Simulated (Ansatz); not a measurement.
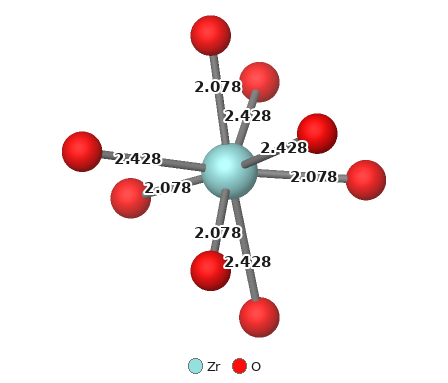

The surroundings of site Zr1 (at 0.500, 0.500, 0.500) in ZrO2 (P4_2/nmc), with bond lengths in Å.

The cell is taken from the geometry relaxed with DFT PBE, scalar-relativistic, plane waves, PAW (Ansatz); the starting structure was generated, so it need not be a known form of this composition.

```
CELL_PARAMETERS angstrom
3.62049 0.00000 0.00000
0.00000 3.62049 0.00000
0.00000 0.00000 5.27871
ATOMIC_POSITIONS crystal
Zr 0.50000 0.50000 0.50000
Zr 0.00000 0.00000 0.00000
O 0.00000 0.50000 0.69335
O 0.50000 0.00000 0.80665
O 0.50000 0.00000 0.30665
O 0.00000 0.50000 0.19335
```

Bond valence s = exp((R0 − d)/b), R0 fitted to published crystal structures with b = 0.37 Å; R0 in Å: Zr4+–O 1.933.

### Calculate the bond-valence sum of Zr1 from the bonds drawn.

4 × 0.676 + 4 × 0.262 = 3.75 v.u., against a formal valence of 4: underbonded (bonds long for this ion) by 0.25.

### And over the whole structure?

```tsv
site	x, y, z	formal valence	bond-valence sum	difference
Zr1	0.500, 0.500, 0.500	+4	3.80	-0.20
O1	0.000, 0.500, 0.693	−2	1.90	-0.10
```

These sums include all anions within 5 Å. The global instability index (root mean square of the differences over all atoms) is 0.14 v.u.: moderate strain, common in real structures. Cells relaxed with PBE tend to have slightly long bonds, which lowers the sums.
